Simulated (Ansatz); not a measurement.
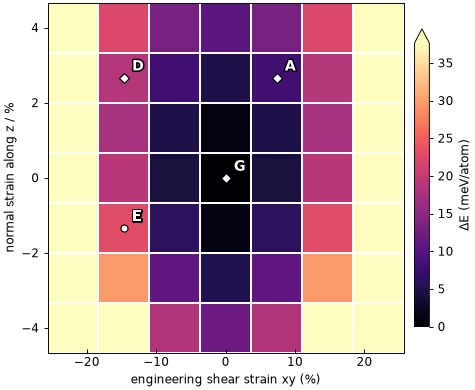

CdF₂ (Fm-3m, No. 225; 3 atoms in the cell). The energy is mapped over two homogeneous strains (x, y and z along the cube axes). Coordinates scanned: (1) engineering shear strain xy; (2) normal strain along z. Nothing is relaxed (fractional coordinates fixed). The grid has 7 × 7 points; 28 points were computed and 21 follow by symmetry. Points are written as (first, second). Energies: meV/atom, counted from the lowest grid point. Method: DFT PBE, scalar-relativistic, plane waves, PAW (Ansatz). Settings: cutoff 520 eV, k-mesh 8×8×8, gaussian smearing 0.05 eV, no spin polarisation.

The picture shows one coloured cell a grid point, one colour for all values above the top of the scale, lettered points.

### What kind of point is each of D, E, G: minimum, saddle, maximum or slope?

D: on a slope; E: on a slope; G: minimum. (In these two coordinates alone; a stationary point may lie a little off the grid point.)

### Which space group has the cell at each letter?

A: Immm; D: Immm; E: Immm; G: Fm-3m.
